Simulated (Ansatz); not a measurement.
Geometry optimisation.

Program: Ansatz.

```
crystal:
  lattice:
    - [4.5651422198, 0.0, 0.0]
    - [0.0, 4.5651422198, 0.0]
    - [0.0, 0.0, 4.5651422198]
  atoms:
    - { symbol: Fe, position: [0.5, 0.5, 0.5], spin: 2.45 }
    - { symbol: Fe, position: [0.0, 0.0, 0.0], spin: 2.45 }
    - { symbol: Fe, position: [0.25, 0.0, 0.5], spin: 2.54 }
    - { symbol: Fe, position: [0.5, 0.25, 0.0], spin: 2.54 }
    - { symbol: Fe, position: [0.5, 0.75, 0.0], spin: 2.54 }
    - { symbol: Fe, position: [0.75, 0.0, 0.5], spin: 2.54 }
    - { symbol: Fe, position: [0.0, 0.5, 0.75], spin: 2.54 }
    - { symbol: Fe, position: [0.0, 0.5, 0.25], spin: 2.54 }
basis:
  ecutwfc: 420
kpoints:
  mp_grid: { grid: [4, 4, 4] }
hamiltonian:
  xc: pbesol
scf:
  occupations: { method: gaussian, width: 0.1 }
  lower_state_search: "off"
output:
  forces: true
  stress: true
  eigenvalues: true
  populations: true
magnetization:
  spin_polarized: true
relax:
  adjacent_minimum: "off"
  f_tol: 0.04
  max_steps: 70
  cell: { stress_tol: 0.4 }
```

Question: How does the optimisation go?

Answer: The optimisation met its thresholds at geometry 4, counting the start as the first. The energy fell by about 46 meV/atom from the first step to the last. All forces vanish by symmetry, so only the cell moves. The volume shrinks from 11.89 to 10.95 Å³ per atom (−7.9 %), overshooting to 10.76 at step 3.

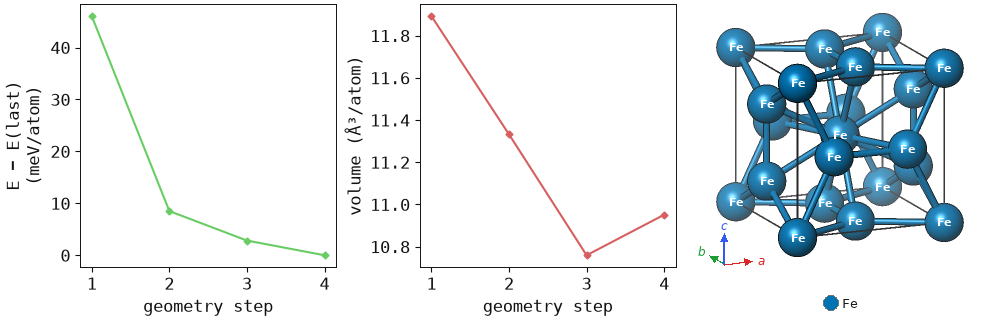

Beside the plot: the structure at the start.

History of the run, step by step. Atoms and cell relax. A closing SCF on a freshly chosen basis isn't drawn.
